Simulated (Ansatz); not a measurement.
A series of calculations on NbP

**1. A change**

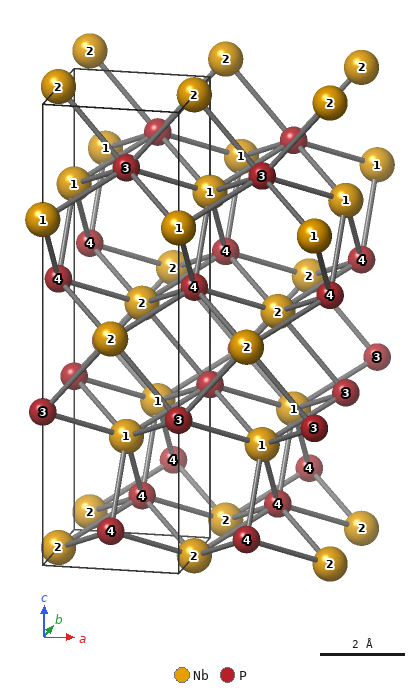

The starting point is a symmetric starting cell of NbP. The picture is a ball-and-stick view of the conventional cell (2 times the calculation's cell), repeated 2 × 2 × 1 with one cell outlined, seen slightly off an axis. Lengths and directions refer to the drawn axes.

The calculation used DFT PBE, scalar-relativistic, plane waves, PAW (Ansatz). Set-up: plane-wave cutoff 420 eV; k-point mesh 14 × 14 × 14; occupations gaussian; smearing width 0.05 eV; no spin polarisation.

The variant: The cell is strained by +0.4 % along c and −2.6 % across it (volume −4.9 %) and atoms are displaced by 0.10 Å relative to the cell: Nb2 0.10 Å along −c, P4 0.10 Å along +c. No relaxation follows. The starting cell wasn't computed here and needn't be at equilibrium, so pressure and forces aren't due to the change alone.

The input:
```yaml
crystal:
  lattice:
    - [-1.6305712866, 1.6305712866, 5.7603133567]
    - [1.6305712866, -1.6305712866, 5.7603133567]
    - [1.6305712866, 1.6305712866, -5.7603133567]
  atoms:
    - { symbol: Nb, position: [0.7411701628, 0.7411701628, 0.0] }
    - { symbol: Nb, position: [0.4911701628, 0.9911701628, 0.5] }
    - { symbol: P, position: [0.3414584072, 0.3414584072, 0.0] }
    - { symbol: P, position: [0.0914584172, 0.5914584172, 0.5] }
basis:
  ecutwfc: 420
kpoints:
  mp_grid: { grid: [14, 14, 14] }
hamiltonian:
  xc: pbe
scf:
  occupations: { method: gaussian, width: 0.05 }
output:
  forces: true
  stress: true
  eigenvalues: true
```

Launched with:
```bash
ansatz run input.yaml --threads 1 --pin off --max-ram 1331MiB --backend cpu --events-out ev --progress --plain --runs-dir out
```

Q: What is the effect?

A: The pressure is 12.4 GPa (not all of it need come from the change, since the unchanged cell can be under pressure at this level too). The principal stresses (compression positive) are 13.6 GPa along c and 11.9 GPa across it. The largest forces, 2.8 eV/Å, act on Nb1, Nb2, P3 and P4; on P3 it points along −c. The forces point straight back along the displacements (cosine −1.00). Among the bonded contacts that change: Nb–P 2.551 → 2.374 to 2.579 Å. The space group stays I4_1md (No. 109).

Drawn alike, the variant:

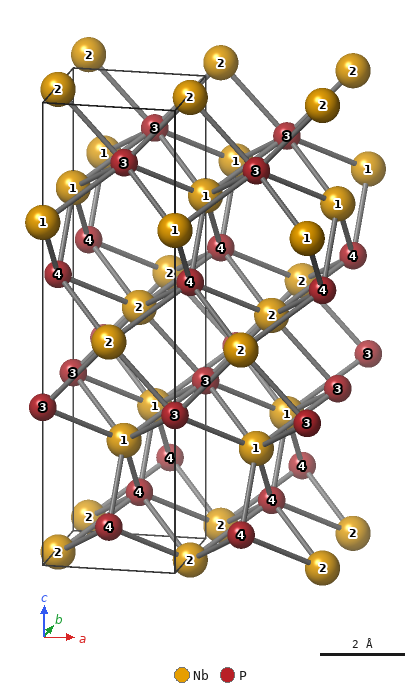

**2. A change**

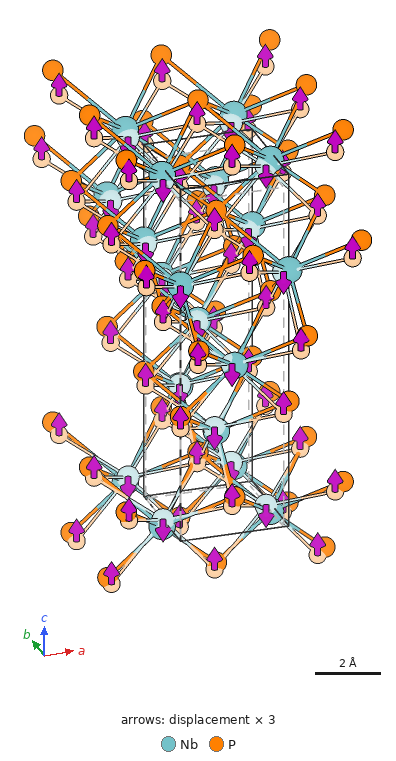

A symmetric starting cell of NbP, drawn pale, and a changed version of it, drawn solid. The purple arrows show how the atoms are displaced (without the part that the change of the cell carries along), magnified 3 times. Besides, the cell is strained by +3.6 % along c and +5.1 % across it (volume +14.6 %). Style: ball-and-stick. Shown: the conventional cell (2 times the calculation's cell), repeated 1 × 2 × 1 with one cell outlined, from a free direction. Lengths and directions refer to the drawn axes.

These are results of Ansatz, DFT PBE, scalar-relativistic, plane waves, PAW, not measurements. (plane-wave cutoff 420 eV; k-point mesh 14 × 14 × 14; occupations gaussian; smearing width 0.05 eV; no spin polarisation)

**Describe the displacements and the computed response.**

Atoms are displaced by 0.26 Å relative to the cell. No relaxation follows. The starting cell wasn't computed here and needn't be at equilibrium, so pressure and forces aren't due to the change alone. Near-neighbour distances before and after: Nb–P 2.551 → 2.294 to 2.910 Å. The space group stays I4_1md (No. 109). The pressure is −3.7 GPa (not all of it need come from the change, since the unchanged cell can be under pressure at this level too). The principal stresses (compression positive) are 0.3 GPa along c and −5.8 GPa across it. The largest forces, 4.6 eV/Å, act on Nb and P. The forces point straight back along the displacements (cosine −1.00).

**3. Distortion**

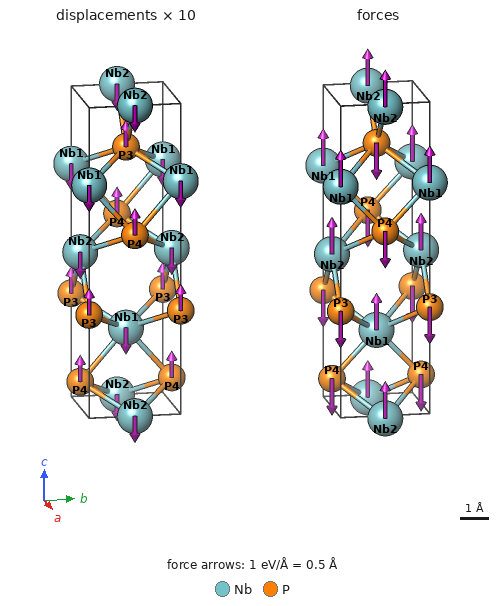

Left: a symmetric starting cell of NbP, with purple arrows for the displacements applied to it (without the part that the change of the cell carries along). Right: the displaced structure with the computed forces. Besides, the cell is strained by +0.4 % along c and −2.6 % across it (volume −4.9 %). The picture is a ball-and-stick view of the conventional cell (2 times the calculation's cell), seen slightly off an axis. Lengths and directions refer to the drawn axes.

Method: DFT PBE, scalar-relativistic, plane waves, PAW (Ansatz). Set-up: plane-wave cutoff 420 eV; k-point mesh 14 × 14 × 14; occupations gaussian; smearing width 0.05 eV; no spin polarisation.

> Describe the distortion and the response.

Atoms are displaced by 0.10 Å relative to the cell: Nb2 0.10 Å along −c, P4 0.10 Å along +c. No relaxation follows. The starting cell wasn't computed here and needn't be at equilibrium, so pressure and forces aren't due to the change alone. Near-neighbour distances before and after: Nb–P 2.551 → 2.374 to 2.579 Å. The space group stays I4_1md (No. 109). The pressure is 12.4 GPa (not all of it need come from the change, since the unchanged cell can be under pressure at this level too). The principal stresses (compression positive) are 13.6 GPa along c and 11.9 GPa across it. The largest forces, 2.8 eV/Å, act on Nb1, Nb2, P3 and P4; on P3 it points along −c. The forces point straight back along the displacements (cosine −1.00).
